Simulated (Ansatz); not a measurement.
# Geometry relaxation, with input and output: FeCo$_{3}$ (part 1 of 2)

The run: geometry relaxation of FeCo$_{3}$ (4 atoms in the cell). Method and program: DFT PBEsol, scalar-relativistic, plane waves, PAW, no spin polarisation (Ansatz 0.2.0).

The structure derives from a Materials Project entry. It belongs to a series of runs on one base structure; here: no spin polarisation.

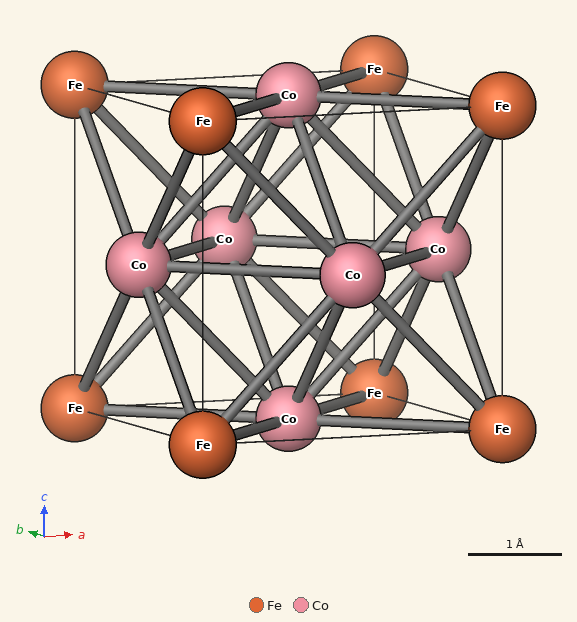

The structure as given in the input (ball-and-stick view of the cell of the calculation, seen slightly off an axis). An atom can appear more than once, as a periodic image.

**Input file**
```yaml
crystal:
  lattice:
    - [3.53570262, 0.0, 0.0]
    - [0.0, 3.53570262, 0.0]
    - [0.0, 0.0, 3.53570262]
  atoms:
    - { symbol: Fe, position: [0.0, 0.0, 0.0] }
    - { symbol: Co, position: [0.5, 0.5, 0.0] }
    - { symbol: Co, position: [0.5, 0.0, 0.5] }
    - { symbol: Co, position: [0.0, 0.5, 0.5] }
basis:
  ecutwfc: 420
kpoints:
  mp_grid: { grid: [12, 12, 12] }
hamiltonian:
  xc: pbesol
scf:
  occupations: { method: gaussian, width: 0.1 }
  lower_state_search: "off"
output:
  forces: true
  stress: true
  eigenvalues: true
  write_density: true
  write_potential: true
  elf: true
  volumetric_format: npy
relax:
  adjacent_minimum: "off"
  f_tol: 0.01
  max_steps: 60
  cell: { stress_tol: 0.05 }
```

Run on 1 thread of Arm Neoverse V1, 24 GiB of memory available, shared host.

Launched with:
```bash
ansatz run input.yaml --threads 1 --pin off --max-ram 2560MiB --backend cpu --events-out ev --progress --plain --runs-dir out
```

**The program's output**
```
Engine: ansatz 0.2.0, aarch64-unknown-linux-gnu
Pseudopotentials: kind: paw
Pseudopotential: Fe, paw, valence charge 16, recommended cutoff 420 eV (normal), Fe.paw.azcp
Pseudopotential: Co, paw, valence charge 17, recommended cutoff 420 eV (normal), Co.paw.azcp
Functional definition: PBEsol
  exchange = pbesol_x
  correlation = pbesol_c
Crystal: 4 atoms, lattice volume = 44.201 Å³
Basis set: ecut = 420 eV, 847 PW (Γ), exchange–correlation on 48×48×48 points (8 copies of the dense FFT grid, shifted against one another)
Bands: 41, of which v1, the nominal top of the filled ones, is band 34 counted from 1 (33 counted from 0)
Symmetry: 48 space group operations
Space group: Pm-3m (ITA 221), of the structure as read, at distance tolerance 3.5e-5 Å
k-points: 84 of 1728
Non-local potential: Fe, projectors of the file, l = 0: 3, l = 1: 2, l = 2: 3, l = 3: 1
Non-local potential: Co, projectors of the file, l = 0: 3, l = 1: 2, l = 2: 3, l = 3: 1
PAW form: soft (Blöchl's): semilocal exchange-correlation on the pseudo side does not see the compensation charge
PAW frozen core: Fe, regenerated for the run's functional, and the local potential with it (the file was generated under x = pbe(κ = 0.804, μ = 0.2195149727645171), c = pbe(β = 0.06672455060314922))
PAW frozen core: Co, regenerated for the run's functional, and the local potential with it (the file was generated under x = pbe(κ = 0.804, μ = 0.2195149727645171), c = pbe(β = 0.06672455060314922))
PAW one-centre angular grid: Fe, 590 points (default); XC on 64 Gauss nodes
PAW one-centre angular grid: Co, 590 points (default); XC on 64 Gauss nodes
Initial density: superposition of atomic densities (neutral atoms: chi_scale 0, normalization atom), corrected by the library's trained network
Initial wavefunctions: pseudopotential atomic-orbital guess
Functional: x = pbesol(κ = 0.804, μ = 0.12345679012345678), c = pbesol(β = 0.046)
SCF iter   1: F=—  HF=-19726.927450 eV  |F-HF|=—  |Δ(HF+E_count)|=         —  Δρ=2.69e-2  dr2=1.88e-1  ethr=1.77e-3  ⟨swp⟩=4.8  Hψ=10189  notcnv=0
preconditioner: auto → Kerker (q_TF=auto, 2.924 Å⁻¹)  [metal: Δε(μ)=0.003 eV  Ē_g=4.829 eV  σ=0.100 eV  W_gap=0.02  n_scr=18 (ndim 8)  ℏωp=33.0 eV  f_vac=0.000  D(μ)=8.61/eV (n_scr^D=170)]
SCF iter   2: F=—  HF=-19726.904319 eV  |F-HF|=—  |Δ(HF+E_count)|=   2.31e-2  Δρ=6.70e-3  dr2=1.58e-2  ethr=2.81e-4  ⟨swp⟩=2.7  Hψ=5955  notcnv=0  defer=50
SCF iter   3: F=—  HF=-19726.902868 eV  |F-HF|=—  |Δ(HF+E_count)|=   1.45e-3  Δρ=2.10e-3  dr2=1.94e-3  ethr=2.36e-5  ⟨swp⟩=1.0  Hψ=3394  notcnv=0  defer=50
SCF iter   4: F=—  HF=-19726.902638 eV  |F-HF|=—  |Δ(HF+E_count)|=   2.30e-4  Δρ=4.28e-4  dr2=2.24e-5  ethr=2.90e-6  ⟨swp⟩=2.1  Hψ=3881  notcnv=0  defer=50
SCF iter   5: F=—  HF=-19726.902461 eV  |F-HF|=—  |Δ(HF+E_count)|=   1.77e-4  Δρ=9.10e-5  dr2=1.36e-6  ethr=3.34e-8  ⟨swp⟩=2.0  Hψ=6215  notcnv=0  defer=50
SCF iter   6: F=—  HF=-19726.902461 eV  |F-HF|=—  |Δ(HF+E_count)|=   2.46e-7  Δρ=4.10e-5  dr2=5.07e-7  ethr=1.49e-10  ⟨swp⟩=10.7  Hψ=24394  notcnv=0
SCF iter   7: F=—  HF=-19726.902461 eV  |F-HF|=—  |Δ(HF+E_count)|=   2.73e-8  Δρ=2.53e-5  dr2=2.62e-7  ethr=7.57e-10  ⟨swp⟩=1.0  Hψ=3394  notcnv=0
SCF iter   8: F=-19726.902461 eV  HF=-19726.902461 eV  |F-HF|=9.09e-11  |Δ(HF+E_count)|=   1.88e-8  Δρ=2.77e-6  dr2=1.81e-9  ethr=1.49e-10  ⟨swp⟩=6.0  Hψ=20928  notcnv=0
SCF 1 converged in 8 iterations: F = -19726.902461 eV  dr2 = 1.81e-9
  greatest PAW one-centre occupation: 1.000 electrons in one spin orbital (limit 2), on the Co atom at site 3 (counted from 0), in its partial waves of l = 0
relax step   1: F+E_penalty+E_count = -19726.90246111 eV  Δ(F+E_penalty+E_count) = +0.000e0 eV  max|allowed force component| = 1.682e-28 eV/Å  Δτ_max = 0.0000 Å  P = -25.772 GPa  Ω = 44.201 Å³  (8 SCF iters, dr2 threshold 1.00e-7 eV, accepted)
Crystal: 4 atoms, lattice volume = 41.203 Å³
Basis set: ecut = 420 eV, 799 PW (Γ), exchange–correlation on 48×48×48 points (8 copies of the dense FFT grid, shifted against one another)
Initial density: handed on by an earlier stage of this run
Initial wavefunctions: those handed on with the density
iter 1 solved again at ethr=1.70e-4 eV; its pass at ethr=3.10e-3 eV (dr2=1.14e-1 eV) is discarded
SCF iter   1: F=—  HF=-19727.285125 eV  |F-HF|=—  |Δ(HF+E_count)|=         —  Δρ=2.12e-2  dr2=1.20e-1  ethr=1.70e-4  ⟨swp⟩=1.0  Hψ=14562  notcnv=0
preconditioner: auto → Kerker (q_TF=auto, 2.959 Å⁻¹)  [metal: Δε(μ)=0.003 eV  Ē_g=5.231 eV  σ=0.100 eV  W_gap=0.02  n_scr=18 (ndim 8)  ℏωp=34.2 eV  f_vac=0.000  D(μ)=7.69/eV (n_scr^D=146)]
SCF iter   2: F=—  HF=-19727.264677 eV  |F-HF|=—  |Δ(HF+E_count)|=   2.04e-2  Δρ=5.16e-3  dr2=8.94e-3  ethr=1.70e-4  ⟨swp⟩=2.0  Hψ=5331  notcnv=0
SCF iter   3: F=—  HF=-19727.262666 eV  |F-HF|=—  |Δ(HF+E_count)|=   2.01e-3  Δρ=1.52e-3  dr2=6.22e-4  ethr=1.33e-5  ⟨swp⟩=2.2  Hψ=4356  notcnv=0
SCF iter   4: F=—  HF=-19727.262936 eV  |F-HF|=—  |Δ(HF+E_count)|=   2.70e-4  Δρ=7.87e-4  dr2=7.22e-5  ethr=9.29e-7  ⟨swp⟩=2.1  Hψ=5052  notcnv=0
SCF iter   5: F=—  HF=-19727.262894 eV  |F-HF|=—  |Δ(HF+E_count)|=   4.22e-5  Δρ=1.43e-4  dr2=2.88e-6  ethr=1.08e-7  ⟨swp⟩=2.8  Hψ=5543  notcnv=0
SCF iter   6: F=—  HF=-19727.262896 eV  |F-HF|=—  |Δ(HF+E_count)|=   1.94e-6  Δρ=4.11e-5  dr2=8.01e-7  ethr=5.97e-10  ⟨swp⟩=9.6  Hψ=28050  notcnv=0
SCF iter   7: F=-19727.262896 eV  HF=-19727.262896 eV  |F-HF|=1.60e-7  |Δ(HF+E_count)|=   6.12e-8  Δρ=1.90e-5  dr2=1.72e-7  ethr=5.97e-10  ⟨swp⟩=7.7  Hψ=21162  notcnv=0
SCF 2 converged in 7 iterations: F = -19727.262896 eV  dr2 = 1.72e-7
  greatest PAW one-centre occupation: 1.000 electrons in one spin orbital (limit 2), on the Fe atom at site 0 (counted from 0), in its partial waves of l = 0
relax step   2: F+E_penalty+E_count = -19727.26289596 eV  Δ(F+E_penalty+E_count) = -3.604e-1 eV  max|allowed force component| = 1.352e-28 eV/Å  Δτ_max = 0.0000 Å  P = -11.396 GPa  Ω = 41.203 Å³  energy of the carried Pulay correction = +3.252e-3 eV  (7 SCF iters, dr2 threshold 4.00e-7 eV, accepted)
Crystal: 4 atoms, lattice volume = 39.103 Å³
Basis set: ecut = 420 eV, 751 PW (Γ), exchange–correlation on 48×48×48 points (8 copies of the dense FFT grid, shifted against one another)
iter 1 solved again at ethr=8.19e-5 eV; its pass at ethr=3.10e-3 eV (dr2=5.49e-2 eV) is discarded
SCF iter   1: F=—  HF=-19727.335235 eV  |F-HF|=—  |Δ(HF+E_count)|=         —  Δρ=1.50e-2  dr2=5.78e-2  ethr=8.19e-5  ⟨swp⟩=1.0  Hψ=14566  notcnv=0
preconditioner: auto → Kerker (q_TF=auto, 2.984 Å⁻¹)  [metal: Δε(μ)=0.006 eV  Ē_g=5.549 eV  σ=0.100 eV  W_gap=0.03  n_scr=18 (ndim 8)  ℏωp=35.1 eV  f_vac=0.000  D(μ)=7.08/eV (n_scr^D=122)]
SCF iter   2: F=—  HF=-19727.325329 eV  |F-HF|=—  |Δ(HF+E_count)|=   9.91e-3  Δρ=3.71e-3  dr2=4.38e-3  ethr=8.19e-5  ⟨swp⟩=2.0  Hψ=5318  notcnv=0
SCF iter   3: F=—  HF=-19727.324535 eV  |F-HF|=—  |Δ(HF+E_count)|=   7.94e-4  Δρ=1.15e-3  dr2=2.91e-4  ethr=6.54e-6  ⟨swp⟩=2.0  Hψ=4553  notcnv=0
SCF iter   4: F=—  HF=-19727.324723 eV  |F-HF|=—  |Δ(HF+E_count)|=   1.88e-4  Δρ=6.59e-4  dr2=5.55e-5  ethr=4.34e-7  ⟨swp⟩=2.0  Hψ=6261  notcnv=0
SCF iter   5: F=—  HF=-19727.324739 eV  |F-HF|=—  |Δ(HF+E_count)|=   1.62e-5  Δρ=1.34e-4  dr2=2.81e-6  ethr=8.29e-8  ⟨swp⟩=2.0  Hψ=3696  notcnv=0
SCF iter   6: F=—  HF=-19727.324740 eV  |F-HF|=—  |Δ(HF+E_count)|=   1.24e-6  Δρ=3.37e-5  dr2=5.38e-7  ethr=5.97e-10  ⟨swp⟩=9.3  Hψ=27189  notcnv=0
SCF iter   7: F=-19727.324740 eV  HF=-19727.324740 eV  |F-HF|=5.30e-8  |Δ(HF+E_count)|=   2.37e-8  Δρ=1.47e-5  dr2=4.88e-8  ethr=5.97e-10  ⟨swp⟩=7.7  Hψ=21168  notcnv=0
SCF 3 converged in 7 iterations: F = -19727.324740 eV  dr2 = 4.88e-8
relax step   3: F+E_penalty+E_count = -19727.32474036 eV  Δ(F+E_penalty+E_count) = -6.184e-2 eV  max|allowed force component| = 2.288e-28 eV/Å  Δτ_max = 0.0000 Å  P = +3.052 GPa  Ω = 39.103 Å³  energy of the carried Pulay correction = +5.671e-3 eV  (7 SCF iters, dr2 threshold 4.00e-7 eV, accepted)
Crystal: 4 atoms, lattice volume = 39.529 Å³
iter 1 solved again at ethr=3.59e-6 eV; its pass at ethr=3.10e-3 eV (dr2=2.41e-3 eV) is discarded
SCF iter   1: F=—  HF=-19727.328406 eV  |F-HF|=—  |Δ(HF+E_count)|=         —  Δρ=3.08e-3  dr2=2.48e-3  ethr=3.59e-6  ⟨swp⟩=1.1  Hψ=14137  notcnv=0
preconditioner: auto → Kerker (q_TF=auto, 2.979 Å⁻¹)  [metal: Δε(μ)=0.008 eV  Ē_g=5.470 eV  σ=0.100 eV  W_gap=0.04  n_scr=18 (ndim 8)  ℏωp=34.9 eV  f_vac=0.000  D(μ)=7.32/eV (n_scr^D=122)]
SCF iter   2: F=—  HF=-19727.327993 eV  |F-HF|=—  |Δ(HF+E_count)|=   4.13e-4  Δρ=7.68e-4  dr2=1.92e-4  ethr=3.59e-6  ⟨swp⟩=2.4  Hψ=4473  notcnv=0
SCF iter   3: F=—  HF=-19727.327923 eV  |F-HF|=—  |Δ(HF+E_count)|=   6.98e-5  Δρ=2.42e-4  dr2=1.24e-5  ethr=2.86e-7  ⟨swp⟩=2.0  Hψ=4669  notcnv=0
SCF iter   4: F=—  HF=-19727.327935 eV  |F-HF|=—  |Δ(HF+E_count)|=   1.13e-5  Δρ=1.39e-4  dr2=2.62e-6  ethr=1.86e-8  ⟨swp⟩=2.0  Hψ=6263  notcnv=0
iter 5 did not close the SCF: its close was put off for the readings that it lacked (scf_convergence_deferred on its scf_iter line)
SCF iter   5: F=-19727.327935 eV  HF=-19727.327935 eV  |F-HF|=2.79e-8  |Δ(HF+E_count)|=   4.08e-7  Δρ=2.98e-5  dr2=1.43e-7  ethr=3.91e-9  ⟨swp⟩=1.0  Hψ=3444  notcnv=0
SCF iter   6: F=-19727.327935 eV  HF=-19727.327935 eV  |F-HF|=2.31e-8  |Δ(HF+E_count)|=   3.77e-8  Δρ=7.79e-6  dr2=2.78e-8  ethr=2.13e-10  ⟨swp⟩=6.1  Hψ=21710  notcnv=0
SCF 4 converged in 6 iterations: F = -19727.327935 eV  dr2 = 2.78e-8
relax step   4: F+E_penalty+E_count = -19727.32793511 eV  Δ(F+E_penalty+E_count) = -3.195e-3 eV  max|allowed force component| = 6.837e-29 eV/Å  Δτ_max = 0.0000 Å  P = -0.237 GPa  Ω = 39.529 Å³  energy of the carried Pulay correction = +5.171e-3 eV  (6 SCF iters, dr2 threshold 4.00e-7 eV, accepted)
Crystal: 4 atoms, lattice volume = 39.498 Å³
iter 1 solved again at ethr=1.50e-8 eV; its pass at ethr=3.10e-3 eV (dr2=1.01e-5 eV) is discarded
SCF iter   1: F=—  HF=-19727.328034 eV  |F-HF|=—  |Δ(HF+E_count)|=         —  Δρ=2.22e-4  dr2=1.27e-5  ethr=1.50e-8  ⟨swp⟩=2.0  Hψ=13767  notcnv=0
preconditioner: auto → Kerker (q_TF=auto, 2.979 Å⁻¹)  [metal: Δε(μ)=0.006 eV  Ē_g=5.476 eV  σ=0.100 eV  W_gap=0.04  n_scr=18 (ndim 8)  ℏωp=35.0 eV  f_vac=0.000  D(μ)=7.29/eV (n_scr^D=122)]
SCF iter   2: F=—  HF=-19727.327995 eV  |F-HF|=—  |Δ(HF+E_count)|=   3.89e-5  Δρ=5.37e-5  dr2=9.04e-7  ethr=1.50e-8  ⟨swp⟩=2.0  Hψ=4421  notcnv=0
iter 3 did not close the SCF: its close was put off for the readings that it lacked (scf_convergence_deferred on its scf_iter line)
SCF iter   3: F=-19727.327995 eV  HF=-19727.327995 eV  |F-HF|=6.99e-9  |Δ(HF+E_count)|=   1.56e-7  Δρ=1.68e-5  dr2=5.22e-8  ethr=1.35e-9  ⟨swp⟩=2.0  Hψ=4743  notcnv=0
iter 4 did not close the SCF: its close was put off for the readings that it lacked (scf_convergence_deferred on its scf_iter line)
SCF iter   4: F=-19727.327995 eV  HF=-19727.327995 eV  |F-HF|=1.35e-9  |Δ(HF+E_count)|=   5.61e-8  Δρ=9.56e-6  dr2=1.20e-8  ethr=7.79e-11  ⟨swp⟩=2.0  Hψ=6267  notcnv=0
iter 5 did not close the SCF: its close was put off for the readings that it lacked (scf_convergence_deferred on its scf_iter line)
SCF iter   5: F=-19727.327995 eV  HF=-19727.327995 eV  |F-HF|=5.09e-11  |Δ(HF+E_count)|=   3.06e-9  Δρ=2.47e-6  dr2=8.55e-10  ethr=1.79e-11  ⟨swp⟩=1.0  Hψ=3444  notcnv=0
SCF iter   6: F=-19727.327995 eV  HF=-19727.327995 eV  |F-HF|=9.09e-11  |Δ(HF+E_count)|=  2.76e-10  Δρ=5.60e-7  dr2=1.21e-10  ethr=1.28e-12  ⟨swp⟩=4.3  Hψ=18590  notcnv=0
SCF 5 converged in 6 iterations: F = -19727.327995 eV  dr2 = 1.21e-10
relax step   5: F+E_penalty+E_count = -19727.32799484 eV  Δ(F+E_penalty+E_count) = -5.973e-5 eV  max|allowed force component| = 4.832e-29 eV/Å  Δτ_max = 0.0000 Å  P = -0.004 GPa  Ω = 39.498 Å³  energy of the carried Pulay correction = +5.207e-3 eV  (6 SCF iters, dr2 threshold 1.41e-7 eV, accepted)
Initial wavefunctions: pseudopotential atomic-orbital guess (no wavefunctions were taken with the density)
iter 1 solved again at ethr=6.11e-8 eV; its pass at ethr=3.10e-3 eV (dr2=4.10e-5 eV) is discarded
SCF iter   1: F=—  HF=-19727.324818 eV  |F-HF|=—  |Δ(HF+E_count)|=         —  Δρ=5.97e-4  dr2=1.77e-5  ethr=6.11e-8  ⟨swp⟩=3.2  Hψ=20767  notcnv=0
preconditioner: auto → Kerker (q_TF=auto, 2.979 Å⁻¹)  [metal: Δε(μ)=0.007 eV  Ē_g=5.476 eV  σ=0.100 eV  W_gap=0.04  n_scr=18 (ndim 8)  ℏωp=35.0 eV  f_vac=0.000  D(μ)=7.30/eV (n_scr^D=122)]
SCF iter   2: F=—  HF=-19727.324782 eV  |F-HF|=—  |Δ(HF+E_count)|=   3.58e-5  Δρ=3.39e-4  dr2=7.80e-6  ethr=2.64e-8  ⟨swp⟩=1.0  Hψ=3444  notcnv=0
SCF iter   3: F=—  HF=-19727.324786 eV  |F-HF|=—  |Δ(HF+E_count)|=   3.95e-6  Δρ=3.80e-5  dr2=1.86e-7  ethr=1.16e-8  ⟨swp⟩=2.0  Hψ=3696  notcnv=0
SCF iter   4: F=—  HF=-19727.324788 eV  |F-HF|=—  |Δ(HF+E_count)|=   2.02e-6  Δρ=1.47e-5  dr2=8.23e-8  ethr=2.78e-10  ⟨swp⟩=2.0  Hψ=6208  notcnv=0
SCF iter   5: F=—  HF=-19727.324788 eV  |F-HF|=—  |Δ(HF+E_count)|=   9.59e-9  Δρ=1.05e-5  dr2=3.81e-8  ethr=1.23e-10  ⟨swp⟩=1.0  Hψ=3444  notcnv=0
SCF iter   6: F=—  HF=-19727.324788 eV  |F-HF|=—  |Δ(HF+E_count)|=   1.92e-9  Δρ=1.27e-6  dr2=7.04e-10  ethr=5.69e-11  ⟨swp⟩=1.0  Hψ=3444  notcnv=0
SCF iter   7: F=-19727.324788 eV  HF=-19727.324788 eV  |F-HF|=7.28e-12  |Δ(HF+E_count)|=  2.18e-11  Δρ=2.00e-7  dr2=7.84e-12  ethr=1.00e-12  ⟨swp⟩=5.1  Hψ=18075  notcnv=0
SCF 6 converged in 7 iterations: F = -19727.324788 eV  dr2 = 7.84e-12
relax step   6: F+E_penalty+E_count = -19727.32478847 eV  Δ(F+E_penalty+E_count) = +3.206e-3 eV  max|allowed force component| = 2.689e-29 eV/Å  Δτ_max = 0.0000 Å  P = -0.086 GPa  Ω = 39.498 Å³  stress off target by 8.59e-2 GPa  SCF on the basis re-selected at this cell (its energy is not comparable with the rows above)  (7 SCF iters)
basis re-selected at this cell: Δ(F+E_penalty+E_count) = +3.206e-3 eV, ΔP = -0.081 GPa vs the last step (what re-selecting the basis moved, of the pressure what is left beyond the Pulay correction that the steps carried, after the strain that the cell walked since its last selection, with what the two solves' SCF thresholds leave and, on support functions, any second-order correction that the steps lacked; it is no measure of the basis error at this ecutwfc). This SCF's stress stands 8.59e-2 GPa from its target on what of the cell is left free (relax.cell.stress_tol is 5.00e-2 GPa) and its largest allowed force component is 2.69e-29 eV/Å (relax.f_tol is 1.00e-2 eV/Å): not within both, so this SCF does not close the relaxation
Crystal: 4 atoms, lattice volume = 39.486 Å³
iter 1 solved again at ethr=2.23e-9 eV; its pass at ethr=3.10e-3 eV (dr2=1.50e-6 eV) is discarded
SCF iter   1: F=—  HF=-19727.324841 eV  |F-HF|=—  |Δ(HF+E_count)|=         —  Δρ=8.41e-5  dr2=1.85e-6  ethr=2.23e-9  ⟨swp⟩=2.0  Hψ=13767  notcnv=0
preconditioner: auto → Kerker (q_TF=auto, 2.980 Å⁻¹)  [metal: Δε(μ)=0.007 eV  Ē_g=5.478 eV  σ=0.100 eV  W_gap=0.04  n_scr=18 (ndim 8)  ℏωp=35.0 eV  f_vac=0.000  D(μ)=7.29/eV (n_scr^D=122)]
SCF iter   2: F=—  HF=-19727.324804 eV  |F-HF|=—  |Δ(HF+E_count)|=   3.68e-5  Δρ=2.08e-5  dr2=1.39e-7  ethr=2.23e-9  ⟨swp⟩=2.1  Hψ=4416  notcnv=0
iter 3 did not close the SCF: its close was put off for the readings that it lacked (scf_convergence_deferred on its scf_iter line)
SCF iter   3: F=-19727.324804 eV  HF=-19727.324804 eV  |F-HF|=2.15e-9  |Δ(HF+E_count)|=   2.73e-8  Δρ=6.50e-6  dr2=9.84e-9  ethr=2.08e-10  ⟨swp⟩=2.0  Hψ=4610  notcnv=0
iter 4 did not close the SCF: its close was put off for the readings that it lacked (scf_convergence_deferred on its scf_iter line)
SCF iter   4: F=-19727.324804 eV  HF=-19727.324804 eV  |F-HF|=2.15e-10  |Δ(HF+E_count)|=   6.29e-9  Δρ=3.42e-6  dr2=1.49e-9  ethr=1.47e-11  ⟨swp⟩=2.0  Hψ=6262  notcnv=0
iter 5 did not close the SCF: its close was put off for the readings that it lacked (scf_convergence_deferred on its scf_iter line)
SCF iter   5: F=-19727.324804 eV  HF=-19727.324804 eV  |F-HF|=2.55e-11  |Δ(HF+E_count)|=  4.29e-10  Δρ=6.92e-7  dr2=8.59e-11  ethr=2.22e-12  ⟨swp⟩=2.0  Hψ=3696  notcnv=0
SCF iter   6: F=-19727.324804 eV  HF=-19727.324804 eV  |F-HF|=1.82e-11  |Δ(HF+E_count)|=  1.82e-11  Δρ=1.89e-7  dr2=1.77e-11  ethr=1.00e-12  ⟨swp⟩=5.0  Hψ=17548  notcnv=0
SCF 7 converged in 6 iterations: F = -19727.324804 eV  dr2 = 1.77e-11
```
